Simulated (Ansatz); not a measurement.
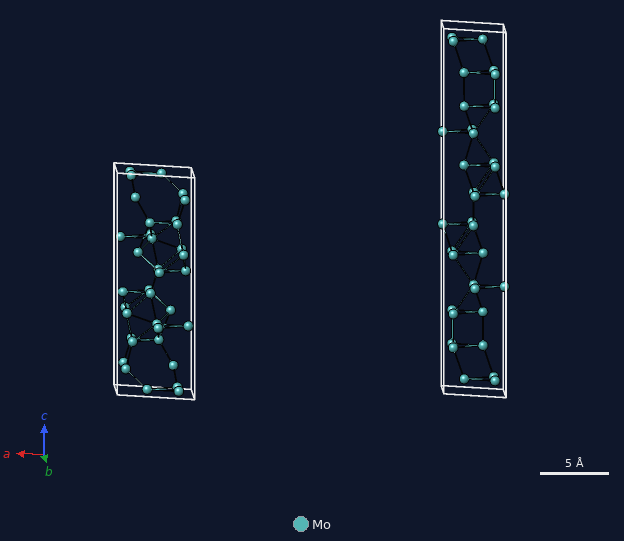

Two geometries of solid Mo (built on the alpha-boron_166 type) (coarse preliminary run), drawn at one scale. One is the start of a relaxation, the other its converged end. A ball-and-stick model of the conventional cell (3 times the calculation's cell), seen from a free direction. Lengths and directions refer to the drawn axes.

Theory: DFT PBEsol, scalar-relativistic, plane waves, PAW (Ansatz 0.2.0). Set-up: plane-wave cutoff 420 eV; k-point mesh 3 × 3 × 3; occupations gaussian; smearing width 0.1 eV; no spin polarisation; cell and atoms relaxed; force threshold 0.04 eV/Å; at most 70 steps.

Which of the two is the end point?

Answer. The right one is the relaxed one. Case: alpha-boron type (R-3m, No. 166). The largest moves relative to the cell, 0.53 Å, are those of Mo atoms. The drawn cell changes as follows: a = b 6.502 → 5.234 Å (−19.5 %), c 16.632 → 27.385 Å (+64.7 %); the volume changes by +6.7 %. Some distances before and after: Mo–Mo 2.380 → 4.408 Å, Mo–Mo 4.183 → 2.631 Å, Mo–Mo 3.840 → 2.638 Å, Mo–Mo 2.360 → 2.690 Å. New bonds form: Mo–Mo (3.84 → 2.64 Å), Mo–Mo (4.18 → 2.63 Å). Bonds break: Mo–Mo (2.38 → 4.41 Å). Among the angles between lasting bonds that change: Mo–Mo–Mo 60.1° → 110.9°, Mo–Mo–Mo 108.9° → 58.7°, Mo–Mo–Mo 107.0° → 59.4°. The space group stays R-3m (No. 166). Over 25 accepted moves (32 points after the start) the energy falls by 1463 meV per atom. Largest force component: 6.2 eV/Å at the start, 0.028 eV/Å at the end. Pressure: 62.33 GPa at the start and 0.38 GPa at the end. The line search rejected the trial steps at points 8, 13, 24, 25 of the run. The SCF was repeated 3 times at an unchanged geometry on a basis and grid sized afresh for the cell, which shifted the energy by 36.8 meV per atom at most.
